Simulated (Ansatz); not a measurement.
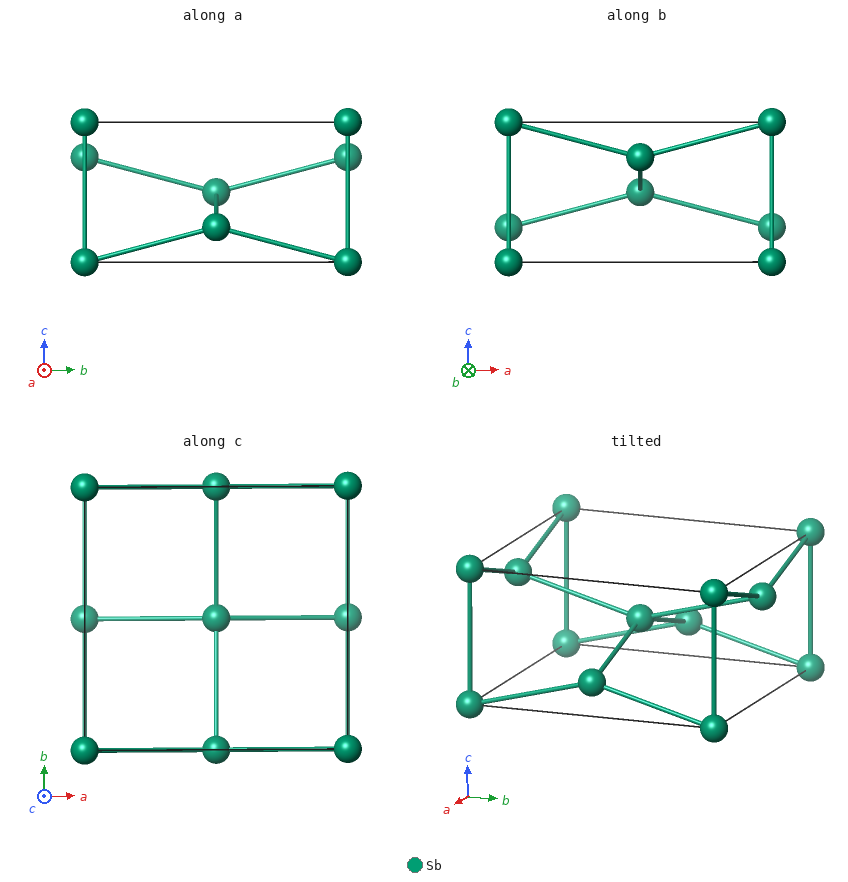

Ball-and-stick drawing of the structure, looking along the a axis, along the b axis, along the c axis and slightly off an axis. The edges of the drawn cell (a repeat of the simulation cell) are marked.

Lattice parameters: a = 6.0884 Å, b = 6.0884 Å, c = 3.2381 Å, α = 89.949°, β = 89.949°, γ = 89.645°.

> Set out the cell and atoms as a CIF in P1 with every atom of the cell.

```cif
data_structure
_symmetry_space_group_name_H-M 'P 1'
_symmetry_Int_Tables_number 1
_cell_length_a 6.0884
_cell_length_b 6.0884
_cell_length_c 3.2381
_cell_angle_alpha 89.949
_cell_angle_beta 89.949
_cell_angle_gamma 89.645
_cell_volume 120.03
loop_
_atom_site_label
_atom_site_type_symbol
_atom_site_fract_x
_atom_site_fract_y
_atom_site_fract_z
_atom_site_occupancy
Sb1 Sb 0.0000 0.0000 0.0000 1
Sb2 Sb 0.5000 0.0000 0.7500 1
Sb3 Sb 0.5000 0.5000 0.5000 1
Sb4 Sb 0.0000 0.5000 0.2500 1
```

The initial geometry was a structure type filled with this element by a generator (whether the element takes this form wasn't checked). Atoms and cell were optimised with DFT, revPBE, plane waves (420 eV) with PAW, scalar-relativistic (Ansatz 0.2.0).
